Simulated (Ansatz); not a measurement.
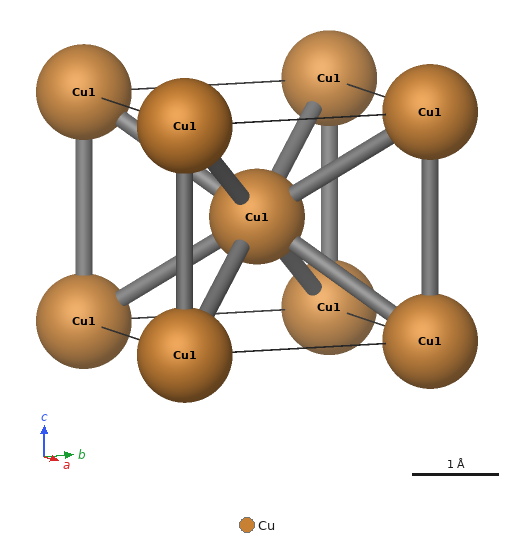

Fig. 1: The structure as given in the input (ball-and-stick view of the cell 2 times as large as that of the calculation, set on its symmetry axes, seen slightly off an axis; atoms are numbered from 1 in the order of the input). An atom can appear more than once, as a periodic image.

# Single-point calculation of Cu

- system: Cu (1 atom in the cell)
- method: DFT, PBEsol, plane waves, PAW, Ueff = -5 eV on Cu d, no spin polarisation (Ansatz 0.2.0)

The structure derives from a Materials Project entry. Some settings of this run were made unusual or wrong on purpose. Figures and captions count atoms from 1; the log counts them from 0 in places.

## Input
```yaml
crystal:
  lattice:
    - [-1.5606990597, 1.5606990597, 1.3600072129]
    - [1.5606990597, -1.5606990597, 1.3600072129]
    - [1.5606990597, 1.5606990597, -1.3600072129]
  atoms:
    - { symbol: Cu, position: [0.0, 0.0, 0.0] }
basis:
  ecutwfc: 420
kpoints:
  mp_grid: { grid: [30, 30, 30] }
hamiltonian:
  xc: pbesol
  hubbard: { sites: [{ species: Cu, l: d, u_eff: -5.0 }] }
scf:
  occupations: { method: gaussian, width: 0.15 }
  max_iter: 80
output:
  forces: true
  eigenvalues: true
  stress: true
```

Command:
```bash
ansatz run input.yaml --threads 2 --pin off --max-ram 5120MiB --backend cpu --events-out ev --progress --plain --runs-dir out
```

## The program's output
```
Cu: projections on atomic orbitals take those of the free atom [Ne] 3s2 3p6 3d10 4s1, of charge +0.00 (hamiltonian.pseudopotentials.projection_atoms); the dataset's partial waves leave at most 2.0e-6 of an orbital's norm unspanned inside its sphere
Engine: ansatz 0.2.0, x86_64-unknown-linux-gnu
Pseudopotentials: kind: paw
Pseudopotential: Cu, paw, valence charge 19, recommended cutoff 420 eV (normal), Cu.paw.azcp
Functional definition: PBEsol
  exchange = pbesol_x
  correlation = pbesol_c
Crystal: 1 atoms, lattice volume = 13.251 Å³
Basis set: ecut = 420 eV, 273 PW (Γ), exchange–correlation on 36×36×36 points (8 copies of the dense FFT grid, shifted against one another)
Bands: 14, of which v1, the nominal top of the filled ones, is band 10 counted from 1 (9 counted from 0)
Symmetry: 16 space group operations
Space group: I4/mmm (ITA 139), of the structure as read, at distance tolerance 2.4e-5 Å
k-points: 1992 of 27000
Non-local potential: Cu, projectors of the file, l = 0: 3, l = 1: 2, l = 2: 3, l = 3: 1
PAW form: soft (Blöchl's): semilocal exchange-correlation on the pseudo side does not see the compensation charge
PAW frozen core: Cu, regenerated for the run's functional, and the local potential with it (the file was generated under x = pbe(κ = 0.804, μ = 0.2195149727645171), c = pbe(β = 0.06672455060314922))
PAW one-centre angular grid: Cu, 590 points (default); XC on 64 Gauss nodes
Initial density: superposition of atomic densities (chi_scale 0.1, normalization cell)
Initial wavefunctions: pseudopotential atomic-orbital guess
Functional: x = pbesol(κ = 0.804, μ = 0.12345679012345678), c = pbesol(β = 0.046)
SCF iter   1: F=—  HF=-6591.283382 eV  |F-HF|=—  |Δ(HF+E_count)|=         —  Δρ=3.87e-1  dr2=1.24e1  ethr=3.10e-3  ⟨swp⟩=5.0  Hψ=134132  notcnv=0
preconditioner: auto → none  [metal: Δε(μ)=0.001 eV  Ē_g=12.698 eV  σ=0.150 eV  W_gap=0.00  n_scr=4 (ndim 8)  ℏωp=33.8 eV  f_vac=0.000  D(μ)=1.89/eV (n_scr^D=34)  sad-step TF]
SCF iter   2: F=—  HF=-6590.896032 eV  |F-HF|=—  |Δ(HF+E_count)|=   3.87e-1  Δρ=2.45e-1  dr2=3.38e0  ethr=3.10e-3  ⟨swp⟩=3.0  Hψ=88666  notcnv=0  defer=345
SCF iter   3: F=—  HF=-6589.337457 eV  |F-HF|=—  |Δ(HF+E_count)|=    1.56e0  Δρ=4.80e-2  dr2=2.65e-1  ethr=3.10e-3  ⟨swp⟩=3.0  Hψ=74601  notcnv=0  defer=748
SCF iter   4: F=—  HF=-6589.254371 eV  |F-HF|=—  |Δ(HF+E_count)|=   8.31e-2  Δρ=1.98e-2  dr2=2.04e-2  ethr=1.40e-3  ⟨swp⟩=2.2  Hψ=49020  notcnv=0  defer=646
SCF iter   5: F=—  HF=-6589.259204 eV  |F-HF|=—  |Δ(HF+E_count)|=   4.83e-3  Δρ=1.05e-2  dr2=6.82e-3  ethr=1.07e-4  ⟨swp⟩=2.0  Hψ=41577  notcnv=0  defer=619
SCF iter   6: F=—  HF=-6589.260092 eV  |F-HF|=—  |Δ(HF+E_count)|=   8.88e-4  Δρ=1.25e-3  dr2=8.08e-5  ethr=3.59e-5  ⟨swp⟩=2.0  Hψ=36556  notcnv=0  defer=619
SCF iter   7: F=—  HF=-6589.260072 eV  |F-HF|=—  |Δ(HF+E_count)|=   2.05e-5  Δρ=1.85e-4  dr2=1.91e-6  ethr=4.25e-7  ⟨swp⟩=2.2  Hψ=43312  notcnv=0  defer=616
SCF iter   8: F=-6589.260069 eV  HF=-6589.260069 eV  |F-HF|=5.98e-8  |Δ(HF+E_count)|=   2.74e-6  Δρ=2.85e-5  dr2=6.63e-8  ethr=5.26e-10  ⟨swp⟩=4.8  Hψ=120298  notcnv=0
the search or the solves at the SCF's close seem to have found levels that the self-consistency loop had missed (the run counts 1). By its estimate they hold under 1e-12 electrons; where the run keeps them, the occupations were computed again with them
SCF 1 converged in 8 iterations: F = -6589.260069 eV  dr2 = 6.63e-8
  greatest PAW one-centre occupation: 1.000 electrons in one spin orbital (limit 2), on the Cu atom at site 0 (counted from 0), in its partial waves of l = 0
```

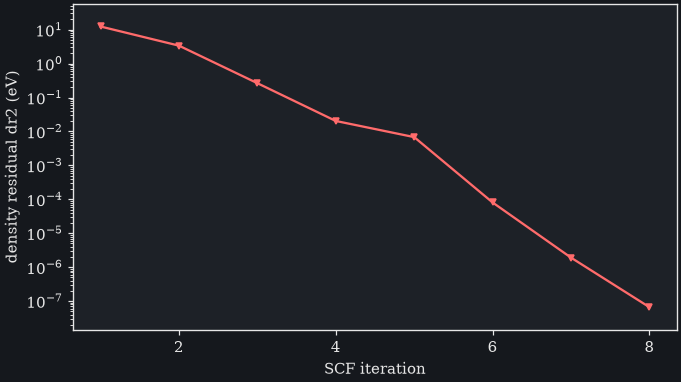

Fig. 2: Convergence of the self-consistent field: density residual dr2 against the SCF iteration. The residual falls at every step.

```
SCF converged after 8 iterations
Free energy (F): -6589.260069 eV
Harris-Foulkes:  -6589.260069 eV  (|F-HF|=5.98e-8)
Internal energy: -6589.252778 eV  (E = F + TS)
E sigma→0 (E₀):  -6589.256423 eV
Entropy (-TS):   -0.007291 eV (-7.291 meV/atom)
Fermi energy:    14.906390 eV
--- Per-component energies (eV) ---
  E_band       = -389.364915
  E_kinetic    = 296.734504
  E_local      = -4241.102572  (includes V_loc(G=0)·N_el)
  E_nonlocal   = 384.782498
  E_hartree    = 1850.378563
  E_xc         = -88.407354
  E_vxc        = -114.554926  (∫ρ·V_xc dr)
  E_hubbard    = -0.823863  (on-site DFT+U / exact-exchange correction)
  E_vhub       = 22.495849  (the Hubbard potential's part of the band-sum identity)
  E_paw        = -1620.432471  (= ΣΔE_a)
  E_vpaw       = -438.499447  (= ΣTr[D̂ρ^β])
  E_aug_tail   = 0.000274  (compensation charges beyond the density's cutoff)
  E_ewald      = -3170.588560
  E_core_change = 0.206202  (= ΣΔE_core)
  E_smearing   = -0.007291  (= −TS)
  E_closure    = 0.000000  (closes the sum)
  Σ components = -6589.260069   (vs F -6589.260069, Δ=0.00e0)
--- Forces (eV/Å), atoms counted from 1 ---
  atom   1  Cu     0.00000000     0.00000000     0.00000000
  max |Σ_I F_I| component: 9.86e-32 eV/Å
--- Stress (GPa, compression-positive) ---
      -18.153979      -0.000000      -0.000000
       -0.000000     -18.153979      -0.000000
        0.000000       0.000000     -17.523725
  P = ⅓ Tr σ = -17.9439 GPa (-179.439 kbar)
--- Band table (eV; the first three rows and the last of 1992) ---
  k-point 0: bands = ["-98.5330", "-56.0148", "-55.9793", "-55.9793", "5.6323", "12.8843", "13.3893", "13.3893", "13.7337", "14.3464", "35.9011", "35.9011", "38.9718", "39.8523"]
  k-point 1: bands = ["-98.5329", "-56.0150", "-55.9801", "-55.9793", "5.6684", "12.8868", "13.3852", "13.4008", "13.7278", "14.3438", "35.1393", "35.9440", "39.1559", "40.2364"]
  k-point 2: bands = ["-98.5326", "-56.0156", "-55.9822", "-55.9792", "5.7764", "12.8936", "13.3732", "13.4351", "13.7108", "14.3363", "33.6717", "36.0719", "39.1009", "39.5087"]
  k-point 1991: bands = ["-98.5179", "-56.0540", "-56.0361", "-56.0361", "12.0533", "12.1402", "14.4386", "14.4386", "14.5033", "20.3164", "20.3164", "25.2972", "25.5459", "25.6582"]
Occupation matrices written to [file]
```

## What the run reported

```csv
quantity,value
outcome,converged
space group (tolerance 0.01 Å),I4/mmm (139)
electrons treated,19
free energy,−6589.2601 eV
Fermi energy,14.906 eV
gap on the k-point mesh,none (metallic)
pressure,−17.94 GPa
largest force (length of the vector),under 0.001 eV/Å
hardware,"2 threads of Intel Xeon @ 2.50GHz (Skylake/Cascade Lake), 189 GiB of memory available, shared host"
wall time,59 s (CPU time 1.9 min)
peak memory,0.73 GiB
```

A setting was made wrong on purpose: an enormous or negative U (`hamiltonian.hubbard`). Such a U drives the occupations to unphysical values. The program still converged, but the numbers can't be taken as results for the intended system.
